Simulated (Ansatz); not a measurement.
## N in space group P6_3/mmc: the states at the Fermi level

Input

```yaml
crystal:
  lattice:
    - [2.51947379, 0.0, 0.0]
    - [-1.25973689, 2.18192831, 0.0]
    - [0.0, 0.0, 2.446002]
  atoms:
    - { symbol: "N", position: [0.66666667, 0.33333333, 0.25] }
    - { symbol: "N", position: [0.33333333, 0.66666667, 0.75] }
basis:
  ecutwfc: 420
kpoints:
  mp_grid: { grid: [18, 18, 16] }
hamiltonian:
  xc: pbe
scf:
  occupations: { method: gaussian, width: 0.05 }
output:
  forces: true
  eigenvalues: true
  eigenstates:
    nscf_kmesh: { grid: [30, 30, 24] }
    top_band: c6
    de_dk: true
    localisation: false
  stress: true
checkpoint:
  write: ck
  compress: false
  write_wavefunctions: false
  write_every: 100000
```

Run with:

```sh
ansatz run input.yaml --threads 1 --pin off --max-ram 3072MiB --backend cpu --events-out ev --progress --plain --runs-dir out
```

These are results of DFT PBE, scalar-relativistic, plane waves, PAW; levels and slopes on a dense k mesh at the converged density in Ansatz 0.2.0, not measurements. No spin polarisation. k mesh for the levels: 30×30×24. Cell and positions as given, without relaxation (residual pressure 10 GPa). The cell comes from a database of computed structures, not from a measurement.

Part 1: The sheets

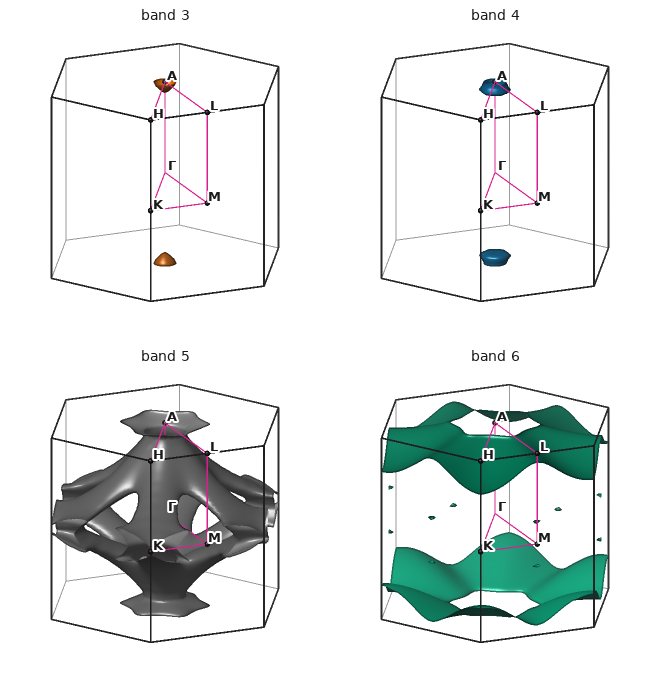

Computed Fermi surface of this crystal. Each panel holds one band. The brighter face of a sheet looks towards empty states.

> Describe the Fermi surface sheet by sheet.

Four bands cross the Fermi level.

Band 3: one hole pocket centred at A (0.07 % of the zone).
Band 4: one hole pocket centred at A (0.16 % of the zone).
Band 5: an open hole network that joins neighbouring zones in all directions (15 % of the zone).
Band 6: an open sheet between a empty part that runs through the repeated zones in all directions and a filled one that does so in two and specks under 0.04 % of the zone, which the mesh doesn't resolve and which may come from the interpolation.
A pocket cut by a face of the zone is counted once with the part on the opposite face.

Part 2: Cuts and bands

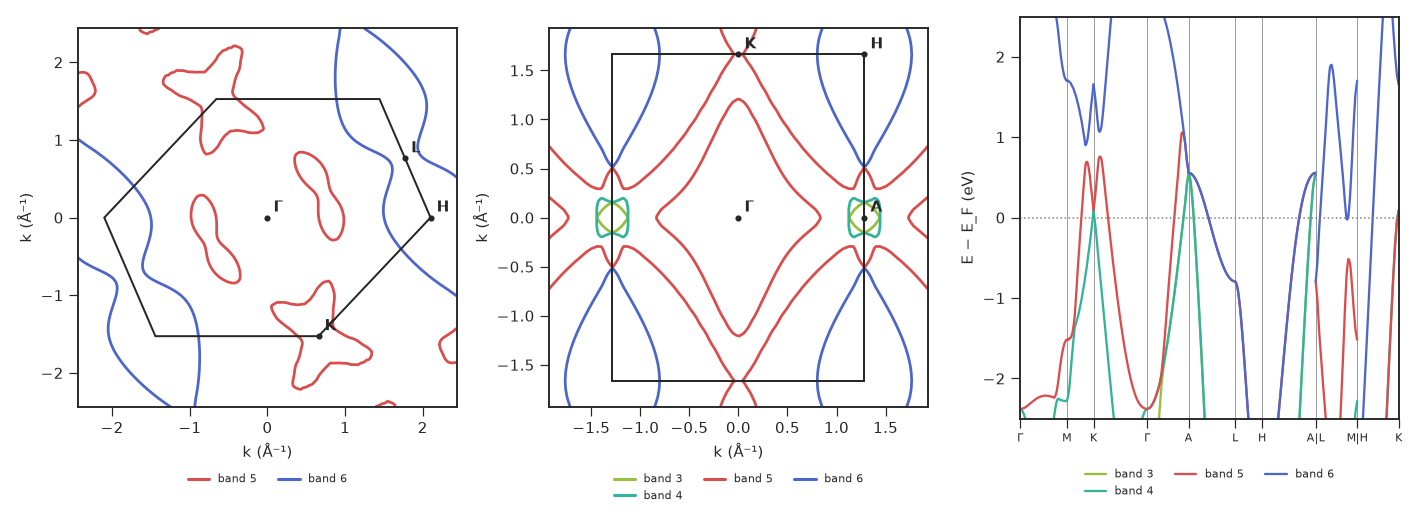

This crystal: cuts through the Fermi surface in the plane through Γ, H and L and the plane through Γ, A and K, and the bands that cross the Fermi level.

> For each band, read its level at the labelled points (eV from the Fermi level).

```csv
band,Γ,A,K,H,M,L
band 3,below,+0.56,below,below,below,below
band 4,−2.38,+0.56,+0.09,below,−2.28,below
band 5,−2.38,+0.56,+0.09,below,−1.52,−0.79
band 6,above,+0.56,+1.66,below,+1.70,−0.79
```

Negative values are filled states; "above" and "below" lie outside the plotted window.

Part 3: Speeds

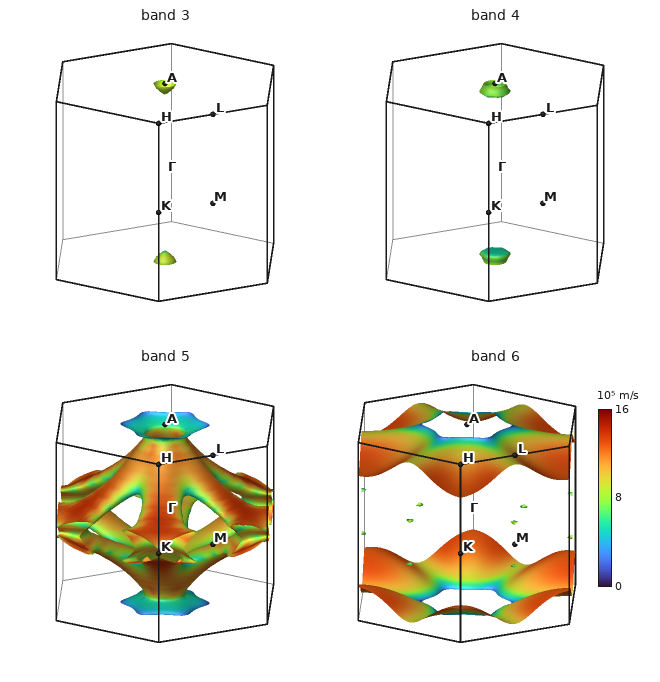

Fermi surface of this crystal, coloured by the Fermi speed.

> Give the range and mean of the Fermi speed for each band.

Band 3: 7.2 to 9.5 × 10⁵ m/s over most of the sheet, 8.9 × 10⁵ m/s on average over states. Band 4: 3.0 to 8.7 × 10⁵ m/s over most of the sheet, 7.0 × 10⁵ m/s on average over states. Band 5: 4.7 to 14 × 10⁵ m/s over most of the sheet, 9.4 × 10⁵ m/s on average over states. Band 6: 5.5 to 13 × 10⁵ m/s over most of the sheet, 10 × 10⁵ m/s on average over states.

> Which of these bands adds most to the density of states at the Fermi level?

Band 5, with 0.44 of 0.69 states/eV per cell.

The mesh is coarse (steps of 0.11 Å⁻¹). Necks and pockets thinner than about two mesh steps aren't resolved, so separate pockets may in truth be joined.

Time for the whole run: 10 s on 1 thread of Arm Neoverse V1 (shared host), peak memory 0.33 GiB.
